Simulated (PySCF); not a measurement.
# Two runs on Si

System: Si (2 atoms in the cell).
Method of run A: Kohn-Sham DFT of a periodic cell in Gaussian orbitals, LDA, DZVP-MOLOPT-SR/GTH-PBE, no spin polarisation (PySCF 2.14.0).

The structure derives from a Materials Project entry. Its volume is 0.96 times that of the source entry. Text and figures count atoms from 1; the logs count them from 0 in places.

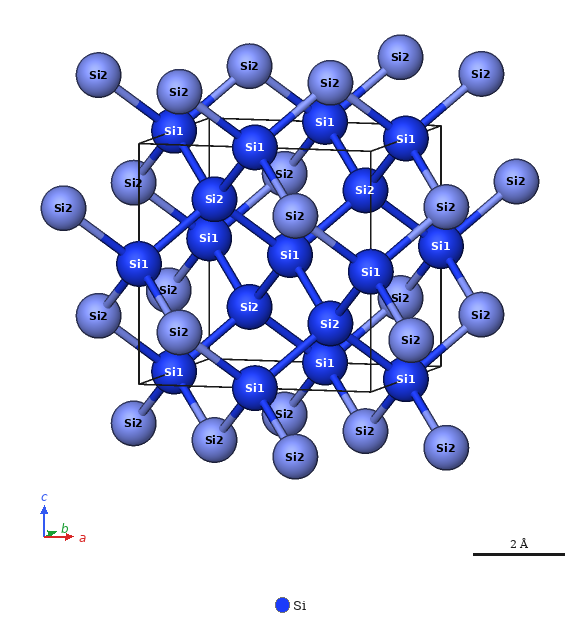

Figure 1. The input geometry (ball-and-stick view of the cell 4 times as large as that of the calculation, set on its symmetry axes, seen slightly off an axis; neighbours outside the cell are drawn fainter; atoms are numbered from 1 in the order of the input). An atom can appear more than once, as a periodic image.

## Input file, run A
```python
import json
import numpy as np
from pyscf.pbc import gto, scf, dft, df
from pyscf.pbc.tools import pyscf_ase
from ase import Atoms

atoms = Atoms(['Si', 'Si'],
              cell=[[0.0, 2.6850649043, 2.6850649043], [2.6850649043, 0.0, 2.6850649043], [2.6850649043, 2.6850649043, 0.0]],
              scaled_positions=[[0.5, 0.5, 0.5], [0.75, 0.75, 0.75]],
              pbc=True)
cell = pyscf_ase.cell_from_ase(atoms)
cell.basis = 'DZVP-MOLOPT-SR-GTH-q4'
cell.pseudo = 'GTH-PBE-q4'
cell.ke_cutoff = 50  # hartree
cell.exp_to_discard = 0.02
cell.precision = 1e-08
cell.max_memory = 5880  # MB
cell.verbose = 4
cell.build()

res = {}
kpts = cell.make_kpts([6, 6, 6])
mf = dft.KRKS(cell, kpts, xc='LDA_X,LDA_C_PW')
mf = mf.multigrid_numint()
mf = mf.smearing(sigma=0.00183747, method='fermi')  # hartree
mf.conv_tol = 1e-07
mf.max_cycle = 60

atoms.calc = pyscf_ase.PySCF(method=mf)
print('ASE energy = %.8f eV' % atoms.get_potential_energy())
mf = atoms.calc.method_scan
res.update(converged=bool(mf.converged), e_tot=mf.e_tot, nelec=cell.nelectron, nao=cell.nao, mesh=list(map(int, cell.mesh)), a=cell.lattice_vectors().tolist(), coords=cell.atom_coords().tolist(),
           mo_energy=[np.real(x).tolist() for x in mf.mo_energy], mo_occ=[np.real(x).tolist() for x in mf.mo_occ])
res.update(e_free=mf.e_free, e_zero=mf.e_zero)
res.update(kpts=cell.get_scaled_kpts(kpts).tolist())
res['parts'] = {k: float(np.real(v)) for k, v in mf.scf_summary.items() if np.isscalar(v)}
json.dump(res, open('results.json', 'w'))
if not mf.converged:
    raise SystemExit('SCF not converged')

print('levels (eV)')
for i, kp in enumerate(res['kpts'][:40]):
    print('k %7.4f %7.4f %7.4f  ' % tuple(kp), ' '.join('%.3f' % (x * 27.211386) for x in res['mo_energy'][i][:9]))

# Mulliken populations
dm, s = np.asarray(mf.make_rdm1()), np.asarray(mf.get_ovlp())
sites = cell.aoslice_by_atom()[:, 2:]
tot = np.einsum('kij,kji->i', dm, s).real / len(kpts)
res['mulliken'] = [cell.atom_charge(i) - tot[a0:a1].sum() for i, (a0, a1) in enumerate(sites)]
print('Mulliken charges', np.round(res['mulliken'], 5))
res['done'] = True
json.dump(res, open('results.json', 'w'))
```

Command:
```bash
OMP_NUM_THREADS=4 python -u run.py > log
```

Hardware: 4 threads of AMD EPYC (Zen 3), 189 GiB of memory available, shared host.

## Output, shortened to warnings, some set-up lines, iterations and results (run A)
```
[...]
cycle= 1 E= -7.85590018342064  delta_E= -0.0562  |g|= 0.286  |ddm|= 37.1
cycle= 2 E= -7.85615295177776  delta_E= -0.000253  |g|= 0.0791  |ddm|= 1.23
cycle= 3 E= -7.8561798157825  delta_E= -2.69e-05  |g|= 0.00255  |ddm|= 0.289
cycle= 4 E= -7.85617989900807  delta_E= -8.32e-08  |g|= 1.29e-05  |ddm|= 0.00889
    sigma = 0.00183747  Optimized mu = 0.251254959804  entropy = 0.0024799729226
nelec by numeric integration = 8.000000000000012
    Total E(T) = -7.85617989864329  Free energy = -7.85618445551914  E0 = -7.85618217708122
Extra cycle  E= -7.85617989864329  delta_E= 3.65e-10  |g|= 4.59e-06  |ddm|= 6.12e-05
converged SCF energy = -7.85617989864329
ASE energy = -213.77754386 eV
levels (eV)
k  0.0000  0.0000  0.0000   -5.641 6.587 6.587 6.587 9.166 9.166 9.166 10.456 14.964
k -0.0000 -0.0000  0.1667   -5.271 4.153 6.122 6.122 9.028 9.846 9.846 12.516 14.417
k -0.0000 -0.0000  0.3333   -4.216 1.106 5.564 5.564 8.423 10.130 10.130 15.481 15.481
k -0.0000 -0.0000  0.5000   -3.201 -0.608 5.366 5.366 8.188 9.929 9.929 17.664 18.167
k -0.0000 -0.0000  0.6667   -4.216 1.106 5.564 5.564 8.423 10.130 10.130 15.481 15.481
k  0.0000  0.0000  0.8333   -5.271 4.153 6.122 6.122 9.028 9.846 9.846 12.516 14.417
k  0.0000  0.1667 -0.0000   -5.271 4.153 6.122 6.122 9.028 9.846 9.846 12.516 14.417
k -0.0000  0.1667  0.1667   -5.144 4.568 5.338 5.338 8.235 11.044 11.044 11.352 13.760
k  0.0000  0.1667  0.3333   -4.300 2.072 4.524 4.772 8.512 10.952 11.264 11.822 16.412
k  0.0000  0.1667  0.5000   -3.047 -0.197 3.709 4.750 8.589 10.827 11.332 13.546 17.767
k -0.0000  0.1667  0.6667   -3.456 0.433 3.415 5.255 9.046 10.838 10.909 14.591 14.634
k  0.0000  0.1667  0.8333   -4.662 2.818 4.050 6.019 9.723 10.207 10.491 12.905 13.262
k  0.0000  0.3333 -0.0000   -4.216 1.106 5.564 5.564 8.423 10.130 10.130 15.481 15.481
k  0.0000  0.3333  0.1667   -4.300 2.072 4.524 4.772 8.512 10.952 11.264 11.822 16.412
k -0.0000  0.3333  0.3333   -3.676 1.537 4.075 4.075 7.185 8.548 14.136 14.136 17.132
k -0.0000  0.3333  0.5000   -2.465 -0.066 2.768 3.937 7.514 9.331 14.422 14.454 18.015
k  0.0000  0.3333  0.6667   -2.245 -0.293 1.936 4.399 8.044 12.684 13.346 14.017 14.570
k  0.0000  0.3333  0.8333   -3.456 0.433 3.415 5.255 9.046 10.838 10.909 14.591 14.634
k  0.0000  0.5000 -0.0000   -3.201 -0.608 5.366 5.366 8.188 9.929 9.929 17.664 18.167
k -0.0000  0.5000  0.1667   -3.047 -0.197 3.709 4.750 8.589 10.827 11.332 13.546 17.767
k -0.0000  0.5000  0.3333   -2.465 -0.066 2.768 3.937 7.514 9.331 14.422 14.454 18.015
k  0.0000  0.5000  0.5000   -1.359 -1.359 3.628 3.628 7.138 7.138 17.205 17.205 18.335
k  0.0000  0.5000  0.6667   -2.465 -0.066 2.768 3.937 7.514 9.331 14.422 14.454 18.015
k  0.0000  0.5000  0.8333   -3.047 -0.197 3.709 4.750 8.589 10.827 11.332 13.546 17.767
k  0.0000  0.6667 -0.0000   -4.216 1.106 5.564 5.564 8.423 10.130 10.130 15.481 15.481
k  0.0000  0.6667  0.1667   -3.456 0.433 3.415 5.255 9.046 10.838 10.909 14.591 14.634
k  0.0000  0.6667  0.3333   -2.245 -0.293 1.936 4.399 8.044 12.684 13.346 14.017 14.570
[...]
```

The input of run B differs as follows (lines with − go, lines with + come):
```diff
-mf = dft.KRKS(cell, kpts, xc='LDA_X,LDA_C_PW')
+mf = dft.KRKS(cell, kpts, xc='pbesol')
```

Predict how the results change.

The total energies belong to different methods, so their difference says nothing on which is more stable or more accurate. The functional changes from LDA_X,LDA_C_PW to PBEsol. The number of SCF iterations is the same.

## Output, shortened to warnings, some set-up lines, iterations and results (run B)
```
[...]
cycle= 1 E= -7.85443622564049  delta_E= -0.0552  |g|= 0.267  |ddm|=   37
cycle= 2 E= -7.85462186027347  delta_E= -0.000186  |g|= 0.06  |ddm|= 1.05
cycle= 3 E= -7.85463755591866  delta_E= -1.57e-05  |g|= 0.00292  |ddm|= 0.23
cycle= 4 E= -7.85463764926981  delta_E= -9.34e-08  |g|= 0.000127  |ddm|= 0.0105
    sigma = 0.00183747  Optimized mu = 0.251929988029  entropy = 0.0022522214995
nelec by numeric integration = 8.00000000000001
    Total E(T) = -7.85463764889843  Free energy = -7.85464178728787  E0 = -7.85463971809315
Extra cycle  E= -7.85463764889843  delta_E= 3.71e-10  |g|= 0.000123  |ddm|= 0.000526
converged SCF energy = -7.85463764889843
ASE energy = -213.73557711 eV
levels (eV)
k  0.0000  0.0000  0.0000   -5.632 6.600 6.600 6.600 9.173 9.173 9.173 10.459 14.968
k -0.0000 -0.0000  0.1667   -5.262 4.164 6.134 6.134 9.040 9.853 9.853 12.525 14.424
k -0.0000 -0.0000  0.3333   -4.208 1.118 5.575 5.575 8.437 10.139 10.139 15.491 15.491
k -0.0000 -0.0000  0.5000   -3.196 -0.593 5.376 5.376 8.202 9.940 9.940 17.673 18.179
k -0.0000 -0.0000  0.6667   -4.208 1.118 5.575 5.575 8.437 10.139 10.139 15.491 15.491
k  0.0000  0.0000  0.8333   -5.262 4.164 6.134 6.134 9.040 9.853 9.853 12.525 14.424
k  0.0000  0.1667 -0.0000   -5.262 4.164 6.134 6.134 9.040 9.853 9.853 12.525 14.424
k -0.0000  0.1667  0.1667   -5.136 4.576 5.350 5.350 8.250 11.052 11.052 11.361 13.772
k  0.0000  0.1667  0.3333   -4.292 2.082 4.536 4.784 8.530 10.960 11.282 11.830 16.422
k  0.0000  0.1667  0.5000   -3.041 -0.185 3.722 4.762 8.607 10.842 11.342 13.560 17.777
k -0.0000  0.1667  0.6667   -3.448 0.445 3.429 5.266 9.062 10.855 10.917 14.604 14.646
k  0.0000  0.1667  0.8333   -4.654 2.827 4.064 6.030 9.731 10.213 10.510 12.913 13.275
k  0.0000  0.3333 -0.0000   -4.208 1.118 5.575 5.575 8.437 10.139 10.139 15.491 15.491
k  0.0000  0.3333  0.1667   -4.292 2.082 4.536 4.784 8.530 10.960 11.282 11.830 16.422
k -0.0000  0.3333  0.3333   -3.668 1.543 4.087 4.087 7.207 8.570 14.144 14.144 17.144
k -0.0000  0.3333  0.5000   -2.458 -0.059 2.785 3.949 7.537 9.351 14.433 14.461 18.025
k  0.0000  0.3333  0.6667   -2.240 -0.285 1.955 4.411 8.066 12.708 13.349 14.029 14.578
k  0.0000  0.3333  0.8333   -3.448 0.445 3.429 5.266 9.062 10.855 10.917 14.604 14.646
k  0.0000  0.5000 -0.0000   -3.196 -0.593 5.376 5.376 8.202 9.940 9.940 17.673 18.179
k -0.0000  0.5000  0.1667   -3.041 -0.185 3.722 4.762 8.607 10.842 11.342 13.560 17.777
k -0.0000  0.5000  0.3333   -2.458 -0.059 2.785 3.949 7.537 9.351 14.433 14.461 18.025
k  0.0000  0.5000  0.5000   -1.352 -1.352 3.640 3.640 7.163 7.163 17.205 17.205 18.354
k  0.0000  0.5000  0.6667   -2.458 -0.059 2.785 3.949 7.537 9.351 14.433 14.461 18.025
k  0.0000  0.5000  0.8333   -3.041 -0.185 3.722 4.762 8.607 10.842 11.342 13.560 17.777
k  0.0000  0.6667 -0.0000   -4.208 1.118 5.575 5.575 8.437 10.139 10.139 15.491 15.491
k  0.0000  0.6667  0.1667   -3.448 0.445 3.429 5.266 9.062 10.855 10.917 14.604 14.646
k  0.0000  0.6667  0.3333   -2.240 -0.285 1.955 4.411 8.066 12.708 13.349 14.029 14.578
[...]
```

## The two runs side by side

| quantity | run A | run B |
| --- | --- | --- |
| outcome | converged | converged |
| free energy per atom (eV) | −106.8888 | −106.8678 |
| gap on the mesh (eV) | 0.55 | 0.56 |
| SCF iterations | 4 | 4 |
| irreducible k-points | 216 | 216 |
| basis functions | 26 | 26 |
| wall time (shared host) | 1.9 min | 82 s |
